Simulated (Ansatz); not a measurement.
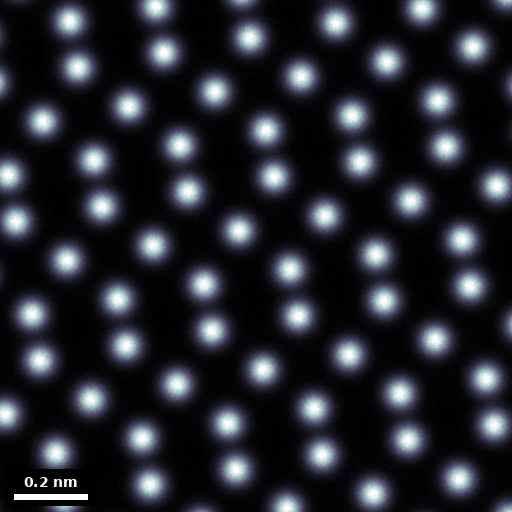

An image along [100] of one of the structures below (computed or model cells, partly hypothetical, each in its standard cell). The image is simulated as a sum over atoms of Z^1.7, blurred by a 0.64 Å probe (no channelling). The probe carries 15 % of its weight in a tail 2.5 times as wide. Shot noise was added.

A. V
Space group Im-3m (No. 229). a = 2.958 Å, b = 2.958 Å, c = 2.958 Å, α = 90.00°, β = 90.00°, γ = 90.00°
```csv
atom,site,symmetry,x,y,z
V,2a,m-3m,0.0000,0.0000,0.0000
```

B. V
Space group Fddd:1 (No. 70). a = 2.449 Å, b = 4.984 Å, c = 8.935 Å, α = 90.00°, β = 90.00°, γ = 90.00°
| atom | site | symmetry | x | y | z |
| --- | --- | --- | --- | --- | --- |
| V | 8b | 222 | 0.7500 | 0.7500 | 0.7500 |

C. V
Space group P6/mmm (No. 191). a = 4.453 Å, b = 4.453 Å, c = 2.387 Å, α = 90.00°, β = 90.00°, γ = 120.00°
| atom | site | symmetry | x | y | z |
| --- | --- | --- | --- | --- | --- |
| V | 1a | 6/mmm | 0.0000 | 0.0000 | 0.0000 |
| V | 2d | -6m2 | 0.3333 | 0.6667 | 0.5000 |

D. V
Space group Fm-3m (No. 225). a = 3.841 Å, b = 3.841 Å, c = 3.841 Å, α = 90.00°, β = 90.00°, γ = 90.00°
```csv
atom,site,symmetry,x,y,z
V,4a,m-3m,0.0000,0.0000,0.0000
```

> Which of them gives this image?

C, V. Along [100] the projected cells are A 2.09 × 2.09 Å, 90°; B 2.49 × 2.56 Å, 119°; C 2.39 × 3.86 Å, 90°; D 1.92 × 1.92 Å, 90°. The image repeats as C does.

Structure C: coordinates from a relaxation with DFT, PBE, plane waves (420 eV) with PAW, scalar-relativistic in Ansatz 0.2.0; the starting structure was generated, so it need not be a known form of this composition.
